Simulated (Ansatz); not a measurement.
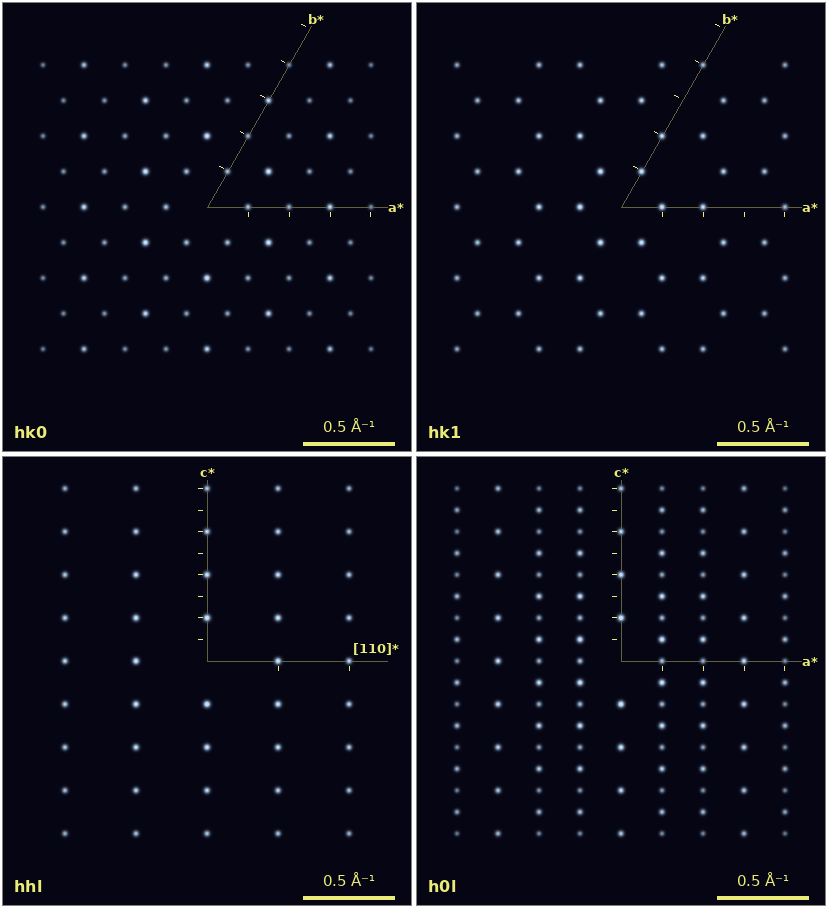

Simulated precession-type sections (X-rays; kinematic intensities, B = 0.5 Å²). The ticks mark integer indices of the conventional cell.

### Read the reciprocal cell and give the direct cell.

a* = 0.226, b* = 0.226, c* = 0.119 Å⁻¹, γ* = 60°; the cell is hexagonal with a = 5.12 Å, c = 8.43 Å (hexagonal axes).

### Which reflection conditions do the layers show?

Reflections are present only under these conditions. hkl: no condition; hk0: no condition; h0l: no condition; hhl: l = 2n; 00l: l = 2n. The lattice is primitive (P). Further gaps, such as 3 0 1, 0 3 1, 3 0 3, come from atoms on special positions, not from the group's general conditions.

### Which space groups fit?

The intensities have Laue symmetry 6/mmm (the hk0 layer shows 6mm, hk1 shows 6mm). With these conditions the candidates are P6_3mc (No. 186), P-62c (No. 190), P6_3/mmc (No. 194). Diffraction geometry alone does not choose among them; the structure has P6_3/mmc. The compound is Rb. Structure: coordinates from a relaxation with Ansatz, DFT, BLYP, plane waves (420 eV) with PAW, scalar-relativistic; the starting structure was generated, so it need not be a known form of this composition.
